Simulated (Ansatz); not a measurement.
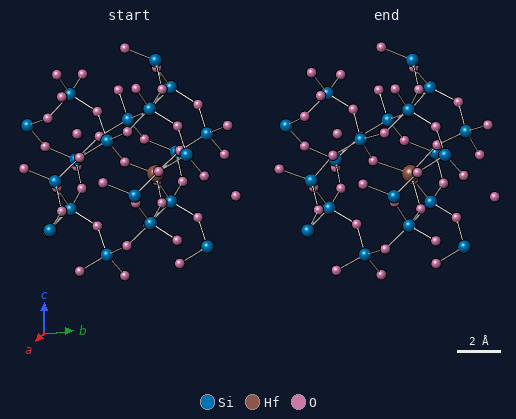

The structure of a defect cell of composition Si23HfO48 before (left) and after (right) a relaxation, at one scale.

Style: ball-and-stick. Shown: the atoms within 5.8 Å of the atom that moves most (axes of the cell of the calculation, reduced to other axes (origin shifted)), slightly off an axis. Lengths and directions refer to the drawn axes.

Theory: DFT, PBEsol, PAW, plane waves (Ansatz 0.2.0). Set-up: plane-wave cutoff 420 eV; k-point mesh 1 × 1 × 1; mesh shifted by (0.25, 0.25, 0.25); no spin polarisation; atoms relaxed in a fixed cell; force threshold 0.03 eV/Å; at most 80 steps.

**Describe what moved and what it gained.**

Over 5 geometry steps the energy falls by 10.745 eV per cell of the calculation. Largest force component: 19 eV/Å at the start, 0.0085 eV/Å at the end. The largest move is that of an O atom, 0.45 Å roughly along [−1 −3 0]. Largest moves by element: O 0.45 Å, Si 0.26 Å, Hf 0.18 Å. The cell doesn't change. Near-neighbour distances that change, for instance: Hf–O 1.595 → 1.920 Å, Hf–O 1.627 → 1.926 Å, O–Si 1.574 → 1.626 Å, O–Si 1.587 → 1.635 Å. Among the angles between lasting bonds that change: Si–O–Hf 144.8° → 134.3°, Si–O–Hf 144.0° → 133.8°, Si–O–Si 145.0° → 135.4°.
